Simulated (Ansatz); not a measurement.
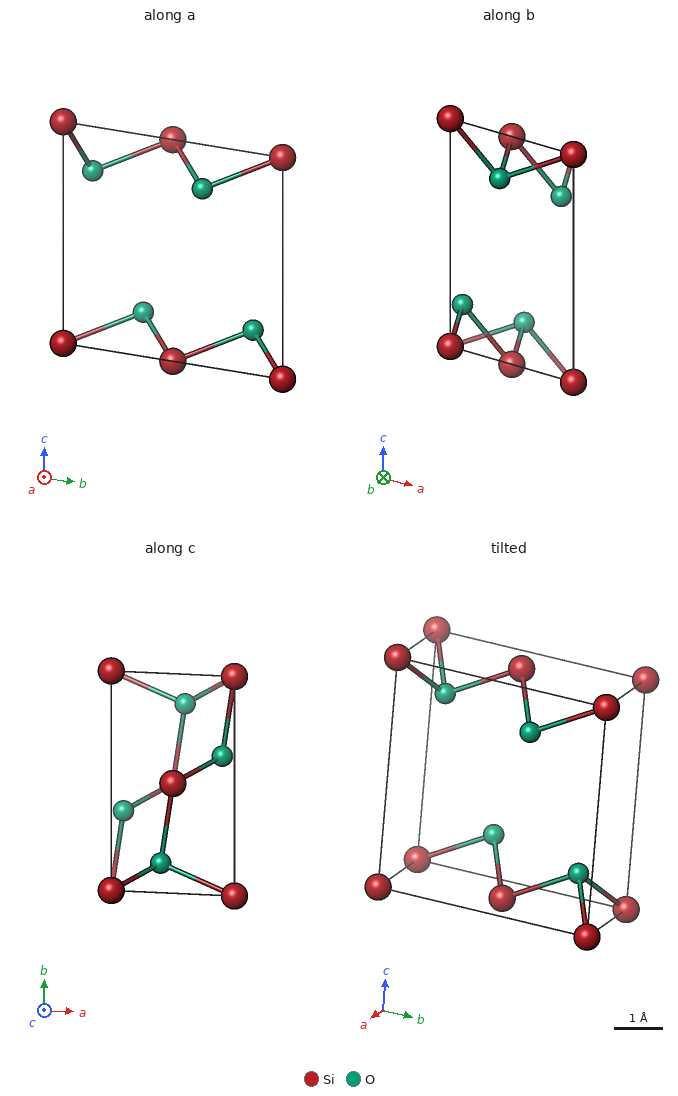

Crystal structure, ball-and-stick style, seen along the a axis, along the b axis, along the c axis and slightly off an axis. The box is the unit cell; atoms on or close to its faces, edges and corners are drawn wherever they repeat.

Lattice parameters: a = 2.6874 Å, b = 4.6550 Å, c = 4.8303 Å, α = 98.912°, β = 106.016°, γ = 90.006°.

> Write down what is shown as a CIF in P1 with every atom of the cell, with free fractional coordinates to two decimals.

```cif
data_structure
_symmetry_space_group_name_H-M 'P 1'
_symmetry_Int_Tables_number 1
_cell_length_a 2.6874
_cell_length_b 4.6550
_cell_length_c 4.8303
_cell_angle_alpha 98.912
_cell_angle_beta 106.016
_cell_angle_gamma 90.006
_cell_volume 57.32
loop_
_atom_site_label
_atom_site_type_symbol
_atom_site_fract_x
_atom_site_fract_y
_atom_site_fract_z
_atom_site_occupancy
Si1 Si 0.00 0.00 0.00 1
Si2 Si 0.50 0.50 0.00 1
O1 O 0.60 0.87 0.20 1
O2 O 0.10 0.37 0.20 1
O3 O 0.40 0.13 0.80 1
O4 O 0.90 0.63 0.80 1
```

The initial geometry was a structure type filled with these elements by a generator (whether the compound takes this form wasn't checked). Atoms and cell were optimised with Ansatz 0.2.0, DFT PBE+D3(BJ), scalar-relativistic, plane waves, PAW.
